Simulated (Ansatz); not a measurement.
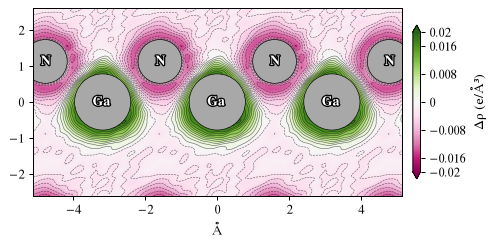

GaN. Difference of the valence pseudo-densities of two functionals at the same geometry, on the (011̄) plane of the calculation cell: one of BLYP and r2SCAN less the other.

Both computed with Ansatz (plane waves, PAW), on the same k-point mesh. Grey discs cover the atomic cores.

Which was subtracted from which, and what does the map show?

Answer. It is BLYP less r2SCAN. Against r2SCAN, BLYP gives more density around Ga (+0.008 e/Å³ on average at 1.0 Å from the nucleus), less density around N (−0.013 e/Å³ on average at 0.8 Å from the nucleus) and less density in the space between the atoms (−0.003 e/Å³ on average).
